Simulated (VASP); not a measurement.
# Hf: 7 runs along one coordinate

System: Hf (P6₃/mmc, 2 atoms in the cell).
Method: Kohn-Sham DFT of a periodic cell, PBEsol, VASP PAW PBE potentials, recommended, no spin polarisation (VASP 6.6.1).

The 7 runs differ only in the geometry, by an even scaling of the cell at fixed fractional positions. The structure derives from an entry of the Crystallography Open Database.

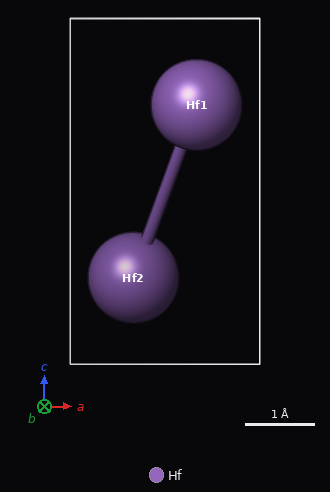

Figure 1. The structure of run 4 (ball-and-stick view of the cell of the calculation, along the b axis; atoms are numbered from 1 in the order of the input).

## INCAR of run 4
```
PREC     = Accurate       # precision mode
ENCUT    = 520            # plane-wave cutoff, eV
EDIFF    = 1E-7           # SCF threshold, eV
ISMEAR   = -1             # smearing method
SIGMA    = 0.05           # smearing width, eV
LREAL    = False          # projectors in reciprocal space
LASPH    = True           # aspherical terms in the spheres
NELM     = 100            # most SCF steps
ALGO     = Normal         # electronic algorithm
ISIF     = 2              # what is computed and relaxed
LWAVE    = False          # write WAVECAR
LCHARG   = False          # write CHGCAR
GGA      = PS             # functional
NBANDS   = 17             # bands
```

## KPOINTS of run 4
```
Automatic mesh
0
Gamma
  10 10 5
```

## POSCAR of run 4
```
Hf
1.0
    3.1967000000      0.0000000000      0.0000000000
   -1.5983500000      2.7684234083      0.0000000000
    0.0000000000      0.0000000000      5.0578000000
Hf
2
Direct
    0.6666666667      0.3333333333      0.7500000000
    0.3333333333      0.6666666667      0.2500000000
```

Command:
```bash
cat potpaw_PBE.64/Hf_pv/POTCAR > POTCAR
mpirun -np 1 vasp_std > vasp.out
```

Lattice vectors (Å) and fractional positions of run 4:
```
   3.196700    0.000000    0.000000
  -1.598350    2.768423    0.000000
   0.000000    0.000000    5.057800
Hf  0.666667  0.333333  0.750000
Hf  0.333333  0.666667  0.250000
```

Run 5 differs from it as follows:
```diff
-    3.1967000000      0.0000000000      0.0000000000
-   -1.5983500000      2.7684234083      0.0000000000
-    0.0000000000      0.0000000000      5.0578000000
+    3.2178708157      0.0000000000      0.0000000000
+   -1.6089354078      2.7867578725      0.0000000000
+    0.0000000000      0.0000000000      5.0912963404
```

## Results, with one run withheld

```csv
run,volume per atom (Å³),"free energy per atom, from the lowest run given (meV)",pressure (GPa)
1,21.037,3.73,2.58
2,21.485,0.00,0.07
3,21.933,2.97,−2.21
4,22.380,12.05,−4.30
5,22.828,?,?
6,23.276,46.44,−7.94
7,23.723,70.80,−9.52
```

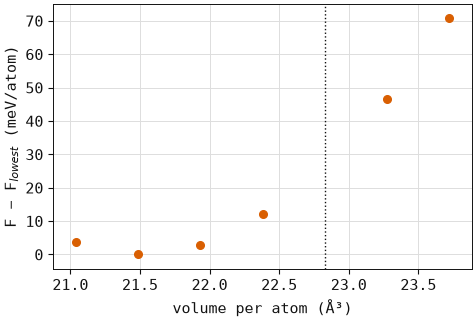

Figure 2. Free energy per atom of the runs given; the dotted line marks run 5.

Fit the runs given and predict run 5.

A cubic polynomial in V^(−2/3) (the Birch–Murnaghan form), fitted to the 6 runs given, misses them by at most 0.01 meV per atom. With x = V^(−2/3) − 0.12632 Å⁻², it reads F = 9.3598 − 6265.5 x + 1.0554e+06 x² − 2.4085e+06 x³ (meV per atom). At run 5 it gives 26.70 meV per atom, and the run itself gives 26.71. The slope of the fit gives a pressure −dF/dV of −6.18 GPa there, and the run prints −6.21 GPa. The fit has its minimum at 21.503 Å³ per atom, where V d²F/dV² gives 114 GPa. Cell shape and fractional positions are held, so this is the stiffness under even scaling; the relaxed bulk modulus wasn't computed.

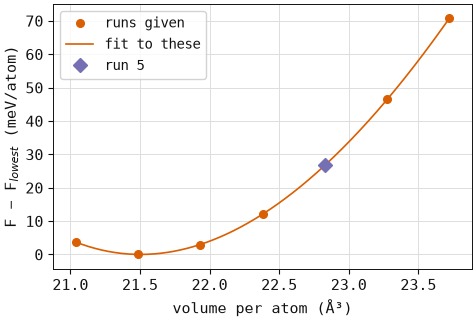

Figure 3. The fit and the withheld run.

## OSZICAR and lines of OUTCAR (run 5)
```
N       E                     dE             d eps       ncg     rms          rms(c)
DAV:   1     0.500046621510E+02    0.50005E+02   -0.11396E+04  1436   0.111E+03
DAV:   2    -0.198992266799E+02   -0.69904E+02   -0.68076E+02  1828   0.251E+02
DAV:   3    -0.217676809370E+02   -0.18685E+01   -0.18561E+01  1820   0.271E+01
DAV:   4    -0.217828227428E+02   -0.15142E-01   -0.15132E-01  1831   0.297E+00
DAV:   5    -0.217829820607E+02   -0.15932E-03   -0.15923E-03  1832   0.263E-01    0.644E+01
DAV:   6    -0.211780353399E+02    0.60495E+00   -0.56645E-01  1685   0.464E+00    0.377E+01
DAV:   7    -0.209709648438E+02    0.20707E+00   -0.89568E-01  1751   0.559E+00    0.189E+00
DAV:   8    -0.209603042458E+02    0.10661E-01   -0.51970E-02  1720   0.147E+00    0.868E-02
DAV:   9    -0.209604252007E+02   -0.12095E-03   -0.12010E-03  1934   0.240E-01    0.175E-01
DAV:  10    -0.209604162660E+02    0.89347E-05   -0.62664E-05  1684   0.523E-02    0.207E-01
DAV:  11    -0.209604160304E+02    0.23564E-06   -0.68169E-06  1849   0.176E-02    0.853E-03
DAV:  12    -0.209604162086E+02   -0.17817E-06   -0.41140E-07  1811   0.412E-03    0.659E-03
DAV:  13    -0.209604160997E+02    0.10891E-06   -0.13188E-08  1038   0.859E-04    0.626E-04
DAV:  14    -0.209604160881E+02    0.11514E-07   -0.18335E-09   967   0.358E-04
   1 F= -.20960416E+02 E0= -.20954545E+02  d E =-.117420E-01
[... from OUTCAR:]
  free energy    TOTEN  =       -20.96041609 eV
  energy without entropy =      -20.94867410  energy(sigma->0) =      -20.95454509
 E-fermi :   4.6149     XC(G=0): -11.2988     alpha+bet :-11.6891
  free  energy   TOTEN  =       -20.9604160881 eV
  energy  without entropy=      -20.9486740955  energy(sigma->0) =      -20.95454509
```

Notes: Spin–orbit coupling is left out, which matters for Hf.
